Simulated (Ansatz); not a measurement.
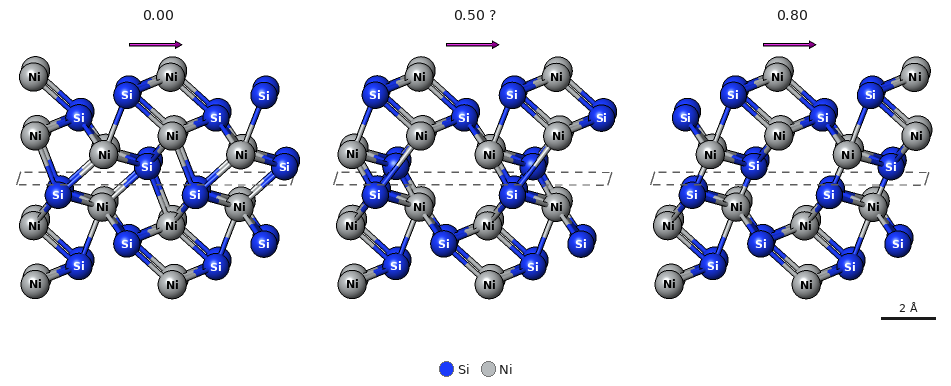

A scan of solid SiNi (Pnma): the crystal above a cut along the (0 0 1) plane of the conventional cell (between a plane of Si below and one of Si above, 0.96 Å apart) is slid rigidly by fractions of an in-plane lattice vector 5.09 Å long (a generalised stacking fault). One cut stands in each cell, which starts 11.1 Å high; nothing is relaxed, and the dashed outline marks the cut, the arrow on top the direction of slip. The picture is a ball-and-stick view of the layers on both sides of the cut, seen from the side, nearly along the cut plane.

Computed with Ansatz 0.2.0, DFT PBEsol, scalar-relativistic, plane waves, PAW. (plane-wave cutoff 420 eV; k-point mesh 8 × 12 × 4; occupations gaussian; smearing width 0.15 eV; no spin polarisation). Energies (free energies at the smearing named) are counted from the relaxed crystal.

```tsv
slip (fraction of the lattice vector)	γ (mJ/m²)
0.00	0
0.10	1031
0.20	2970
0.30	4431
0.40	5380
0.50	?
0.60	12916
0.80	7636
```

### Fill in the missing row.

A straight line between the two neighbours gives 9148 mJ/m². A cubic through the four nearest rows (0.30, 0.40, 0.60, 0.80) gives, with Lagrange weights, (−0.2000)(4431) + (0.7500)(5380) + (0.5000)(12916) + (−0.0500)(7636) = 9225 mJ/m². The calculation gives 7822 mJ/m², so the cubic is 1403 mJ/m² too high and the straight line 1326 mJ/m² too high, as the curve bends upwards here.

The whole profile:

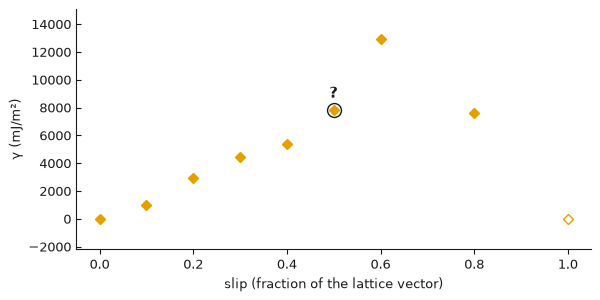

Limits of the set-up: an element that often carries a moment was run without spin polarisation.
